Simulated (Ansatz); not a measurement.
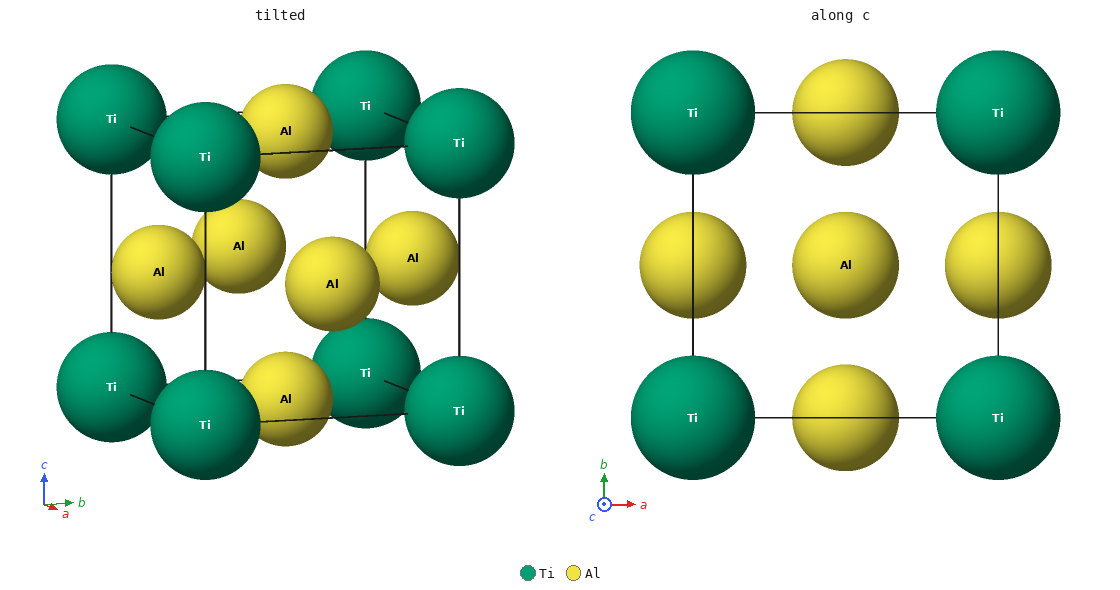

Structure drawing (spheres-only), viewed slightly off an axis and along the c axis. The lines enclose the conventional unit cell; boundary atoms appear with their images.

TiAl$_{3}$, space group Pm-3m (No. 221), a = 4.08 Å, b = 4.08 Å, c = 4.08 Å, α = 90.00°, β = 90.00°, γ = 90.00°.

Electronic-structure method: DFT PBEsol, scalar-relativistic, plane waves, PAW in Ansatz 0.2.0. Parameters: plane waves up to 420 eV, a 10×10×10 mesh of k-points, Gaussian smearing of 0.1 eV, no spin polarisation.

Does it come out as a metal, or with a gap?

Answer. A metal: bands cross the Fermi level.

Which way would the volume go on relaxing?

Answer. The computed pressure is -8.8 GPa (stretched: it would shrink).

The structure comes from a structure listed in the Materials Project. The cell was then strained or its atoms displaced on purpose. An electronic-structure calculation with Ansatz was run on it.

At this level of theory the cell isn't at rest (stretched, at -9 GPa), so its distances can differ from those at equilibrium, the more so the softer the solid.
